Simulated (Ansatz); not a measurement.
System: ZnInGaO₄.

Input file:

```
crystal:
  lattice:
    - [1.6803268679, 0.9701371695, 8.713405462]
    - [-1.6803268679, 0.9701371695, 8.713405462]
    - [0.0, -1.940274339, 8.713405462]
  atoms:
    - { symbol: Zn, position: [0.218382, 0.218382, 0.218382] }
    - { symbol: In, position: [0.002768, 0.002768, 0.002768] }
    - { symbol: Ga, position: [0.787034, 0.787034, 0.787034] }
    - { symbol: O, position: [0.295143, 0.295143, 0.295143] }
    - { symbol: O, position: [0.711358, 0.711358, 0.711358] }
    - { symbol: O, position: [0.121717, 0.121717, 0.121717] }
    - { symbol: O, position: [0.863599, 0.863599, 0.863599] }
basis:
  ecutwfc: 420
kpoints:
  mp_grid: { grid: [12, 12, 12] }
hamiltonian:
  xc: pbesol
scf:
  occupations: { method: gaussian, width: 0.02 }
output:
  forces: true
  stress: true
  eigenvalues: true
  populations: true
  write_density: true
  write_potential: true
  elf: true
  volumetric_format: npy
```

Launched as:

```sh
ansatz run input.yaml --threads 2 --pin off --max-ram 5120MiB --backend cpu --events-out ev --progress --plain --runs-dir out
```

Below, planes, directions and counts refer to the conventional cell (a = 3.36 Å, b = 3.36 Å, c = 26.14 Å, α = 90.00°, β = 90.00°, γ = 120.00°).

Space group R3m; a structure from a database of computed crystals, not necessarily the ambient phase; computed pressure about −7 GPa in this cell.

Method: DFT PBEsol, scalar-relativistic, plane waves, PAW (Ansatz).

What will maps of the valence pseudo-density and electron localisation function show?

Zn–O (2.01 Å): ρ at the midpoint is about 0.55 e/Å³; the ELF peaks at about 0.85 in the valence shell of O, 0.6 Å from its nucleus, and is about 0.25 at the midpoint; no shared electron pair shows on this line.
Ga–O (2.00 Å): the density is about 0.62 e/Å³ at the midpoint; the ELF peaks at about 0.85 in the valence shell of O, 0.6 Å from its nucleus, and is about 0.35 at the midpoint.

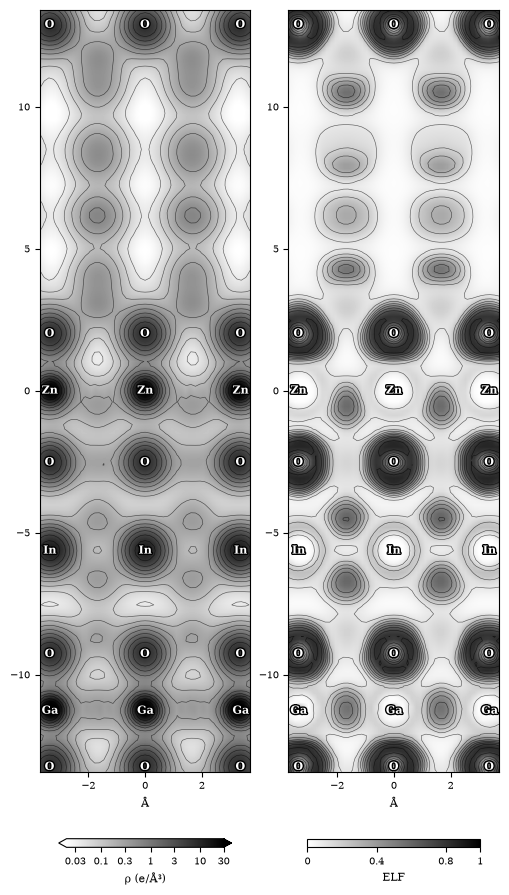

Computed valence pseudo-density and electron localisation function on the (010) plane of the conventional cell, in this order. 
